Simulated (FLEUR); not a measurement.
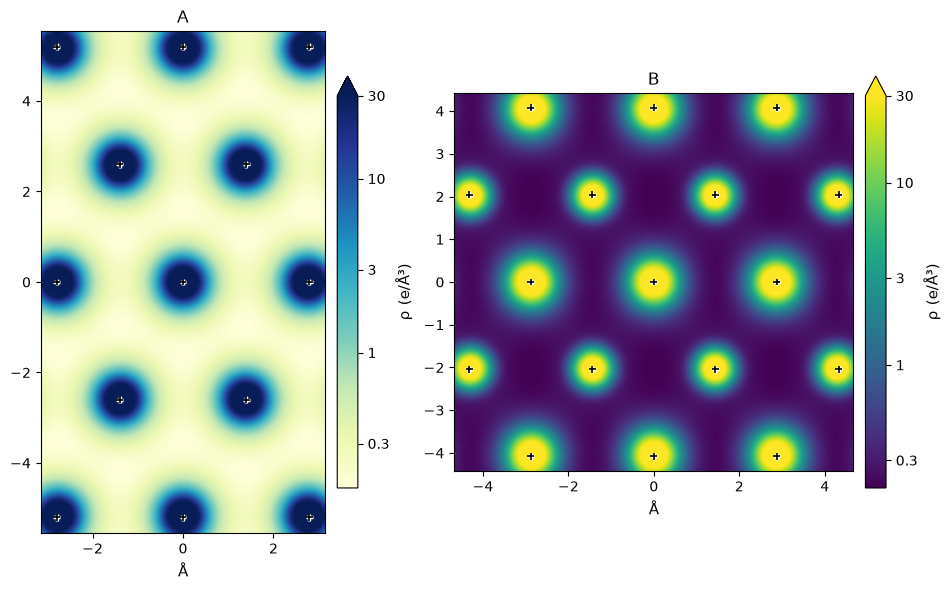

The electron density of 2 systems, each on a plane through atoms (crosses mark nuclei in the plane).

Level of theory: Kohn-Sham DFT of a periodic cell, LDA, all-electron in FLEUR.

System 1: Ge, the (001) plane of the conventional cell. Space group Cmmm; a structure from a database of computed crystals, not necessarily the ambient phase.

```
CELL_PARAMETERS angstrom
2.79430 0.00000 0.00000
0.00000 5.20103 0.00000
0.00000 0.00000 2.69823
ATOMIC_POSITIONS crystal
Ge 0.00000 0.50000 0.00000
Ge 0.50000 0.00000 0.00000
```

System 2: AlNi, the (101̄) plane of the conventional cell. Space group Pm-3m; spin-polarised.

> Which map belongs to which system?

Panel A is system 1, Ge: the plane holds Ge. Ge–Ge (2.79 Å): ρ is about 0.26 e/Å³ halfway. Panel B is system 2, AlNi: the plane holds Ni and Al. Al–Ni (2.50 Å): ρ at the midpoint is about 0.3 e/Å³, with its minimum of 0.27 e/Å³ about 1.0 Å from Al.
